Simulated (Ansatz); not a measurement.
Structure of Co:

```
CELL_PARAMETERS angstrom
2.81167 0.00000 0.00000
0.00000 2.81167 0.00000
0.00000 0.00000 2.81167
ATOMIC_POSITIONS crystal
Co 0.00000 0.00000 0.00000
Co 0.50000 0.50000 0.50000
```

It is based on the geometry relaxed with Ansatz 0.2.0, DFT, PBE, plane waves (420 eV) with PAW, scalar-relativistic; the starting structure was generated, so it need not be a known form of this composition.

Where will the first 2 clear peaks of its neutron PDF lie (peak width σ = 0.10 Å), and from which pairs do they come?

Answer. 1. 2.43 Å: Co–Co at 2.43 Å
2. 2.81 Å: Co–Co at 2.81 Å

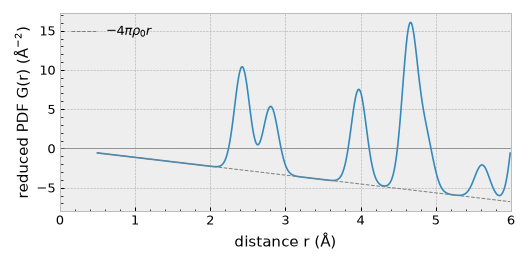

Simulated neutron pair distribution function, G(r) = R(r)/r − 4πρ₀r, summed over the atomic distances of the structure with each pair weighted by the product of the tabulated coherent neutron scattering lengths (natural isotope mix where the element has one); every distance is a Gaussian of σ = 0.10 Å. No termination ripples are included.
